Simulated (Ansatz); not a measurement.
AlRu

Input file:

```
crystal:
  lattice:
    - [2.8502487686, 0.0, 0.0]
    - [-1.4251243843, 2.4683878407, 0.0]
    - [0.0, 0.0, 8.038840108]
  atoms:
    - { symbol: Al, position: [0.0, 0.0, 0.5] }
    - { symbol: Al, position: [0.0, 0.0, 0.0] }
    - { symbol: Ru, position: [0.6666666667, 0.3333333333, 0.75] }
    - { symbol: Ru, position: [0.3333333333, 0.6666666667, 0.25] }
basis:
  ecutwfc: 420
kpoints:
  mp_grid: { grid: [18, 18, 6] }
hamiltonian:
  xc: pbe
scf:
  occupations: { method: gaussian, width: 0.1 }
output:
  forces: true
  stress: true
  eigenvalues: true
  write_density: true
  write_potential: true
  elf: true
  volumetric_format: npy
relax:
  adjacent_minimum: "off"
  f_tol: 0.01
  max_steps: 80
  cell: { stress_tol: 0.05 }
```

Launched as:

```sh
ansatz run input.yaml --threads 1 --pin off --max-ram 2560MiB --backend cpu --events-out ev --progress --plain --runs-dir out
```

Below, planes, directions and counts refer to the conventional cell (a = 2.88 Å, b = 2.88 Å, c = 7.91 Å, α = 90.00°, β = 90.00°, γ = 120.00°).

The fields are those of the run's last geometry, not of the input's.

Space group P6₃/mmc; a structure generated by program, which may or may not match a known phase; computed without spin polarisation.

Theory: Ansatz 0.2.0, DFT PBE, scalar-relativistic, plane waves, PAW.

Q: Predict the valence pseudo-density and electron localisation function between the atoms.

A: Al–Ru (2.58 Å): ρ at the midpoint is about 0.37 e/Å³; the ELF is about 0.40 at the midpoint.

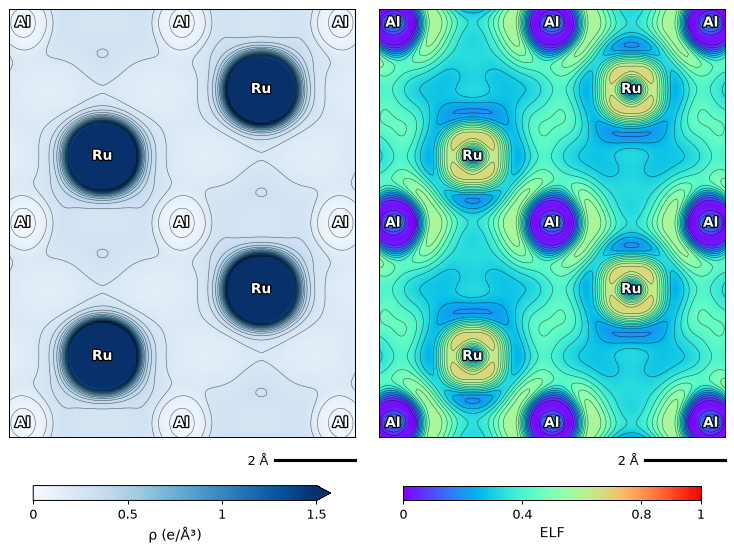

Computed valence pseudo-density and electron localisation function on the (110) plane of the conventional cell, in this order. 
